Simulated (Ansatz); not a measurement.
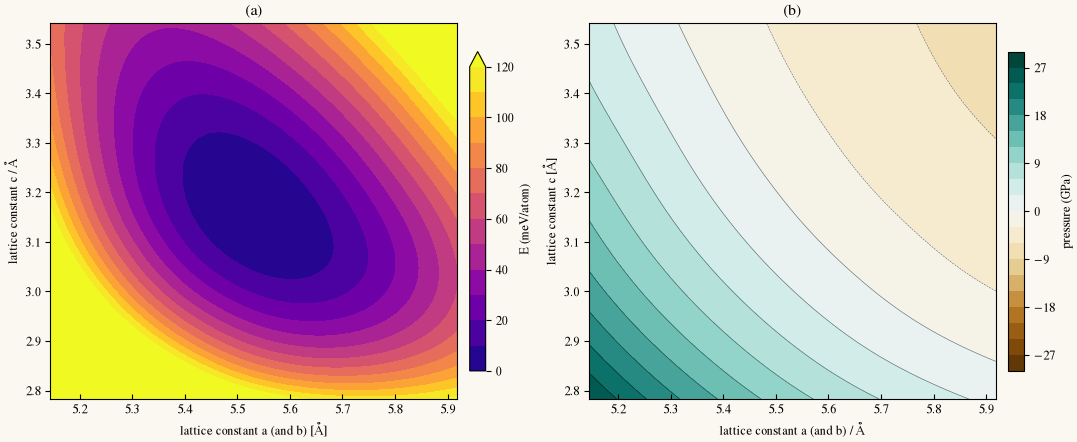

GaSb (I-4m2, No. 119; 2 atoms in the cell). The energy is mapped over the lattice constants a and c of the conventional cell. The first coordinate is: lattice constant a (and b); the second: lattice constant c. Nothing is relaxed (symmetry fixes all fractional coordinates). The grid has 7 × 7 points. Energies: meV/atom, counted from the lowest grid point. All numbers below come from DFT PBE, scalar-relativistic, plane waves, PAW (Ansatz 0.2.0). Settings: cutoff 420 eV, k-mesh 16×16×16, gaussian smearing 0.15 eV, no spin polarisation.

Panel (a) is the energy; panel (b) is the computed pressure, in GPa.

Drawn: filled contours, one colour for all values above the top of the scale. Between grid points the surface is interpolated.

### How does the pressure vary over the map, and what is it at the lowest grid point?

It runs from −6.9 GPa at lattice constant a (and b) = 5.919 Å, lattice constant c = 3.542 Å to 27.1 GPa at lattice constant a (and b) = 5.144 Å, lattice constant c = 2.783 Å. At the lowest grid point, lattice constant a (and b) = 5.531 Å, lattice constant c = 3.162 Å, it is 0.0 GPa.

```csv
"lattice constant c ↓, lattice constant a (and b) →",5.144,5.273,5.402,5.531,5.660,5.790,5.919
3.542,4.4,0.9,−1.7,−3.7,−5.1,−6.2,−6.9
3.415,6.2,2.4,−0.6,−2.8,−4.5,−5.7,−6.5
3.289,8.5,4.3,0.9,−1.6,−3.5,−4.9,−5.9
3.162,11.5,6.6,2.9,0.0,−2.2,−3.8,−5.0
3.036,15.2,9.7,5.5,2.3,−0.2,−2.1,−3.5
2.909,20.2,14.1,9.3,5.5,2.6,0.4,−1.2
2.783,27.1,20.0,14.5,10.1,6.8,4.2,2.3
```
